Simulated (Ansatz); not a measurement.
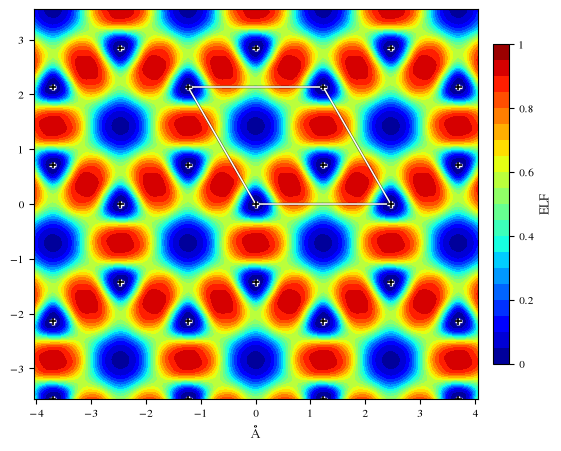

The ELF on a plane through atoms (crosses mark nuclei in the plane).

The calculation used Ansatz, DFT PBE+D3(BJ), scalar-relativistic, plane waves, PAW.

Candidates:
A. Pt, a = 3.93 Å, b = 3.93 Å, c = 3.93 Å, α = 90.00°, β = 90.00°, γ = 90.00°. Space group Fm-3m.
B. C, a = 2.46 Å, b = 2.46 Å, c = 6.74 Å, α = 90.00°, β = 90.00°, γ = 120.00°. Space group P6₃/mmc.

Which system is this?

Answer. Candidate B: C on the (001) plane of the conventional cell, which holds C. C–C (1.42 Å): the ELF peaks at about 0.95 between the atoms.
